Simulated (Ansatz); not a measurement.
GeO2, space group P4_2/mnm (No. 136), a = 4.428 Å, b = 4.428 Å, c = 2.884 Å, α = 90.00°, β = 90.00°, γ = 90.00°

```
site  Wyckoff       x       y       z
  Ge       2a  0.0000  0.0000  0.0000
   O       4f  0.3063  0.3063  0.0000
```

Source: coordinates from a relaxation with Ansatz 0.2.0, DFT PBEsol, scalar-relativistic, plane waves, PAW.

Question: Describe the coordination of Ge.

Answer: GeO6: a slightly distorted octahedron (coordination number 6, S = 0.50; next best trigonal prism, S = 16.0). Bonds: 4 × Ge–O 1.88 Å and 2 × Ge–O 1.92 Å. The next neighbour, not counted, lies at 2.88 Å.

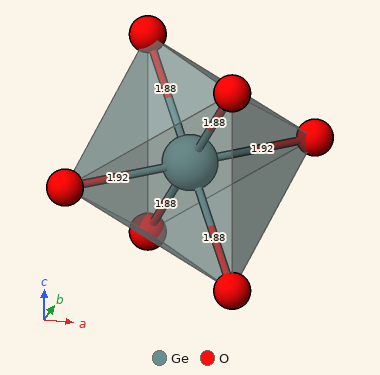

The polyhedron about Ge. Shape measures S are computed against regular polyhedra or, for capped shapes, the nearer of the equal-edge and equal-bond forms.
